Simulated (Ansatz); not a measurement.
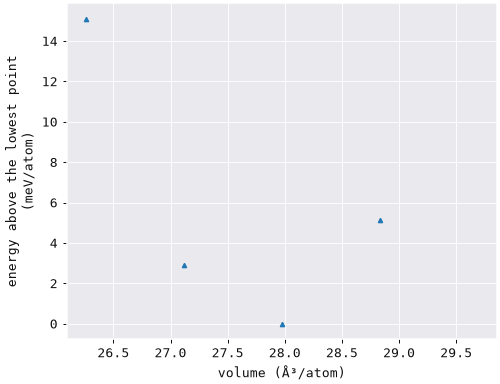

The figure shows the energy above the lowest point against volume for As, space group Fd-3m (No. 227) (one of a set of cubic test structures, which need not be the stable phase).

Method: equation of state of a cubic crystal from periodic Kohn-Sham density functional theory without spin, third-order Birch-Murnaghan fit to the free energies; pressure corrected for the finite basis (Ansatz 0.2.0 development build). Level: r2SCAN.

- structure type: diamond
- atoms in cell: 2
- space group number: 227
- lattice centring: face-centred primitive
- k mesh: 10×10×10
- occupation method: Fermi–Dirac
- occupation width: 0.1 eV
- wave cutoff: 550 eV
- datasets: hand-made PAW
- density tolerance: 1e−09 eV
- bands: 19
- density cutoff ratio: 4
- search for lower states: default
- xc grid level: 2

The point at volume 29.69 Å³/atom is left out of the plot. What does the calculation give there?

```
volume (Å³/atom)  energy above the lowest point (meV/atom)
           29.69                                      17.3
```

Caveats: cubic model structure, not the ambient form.
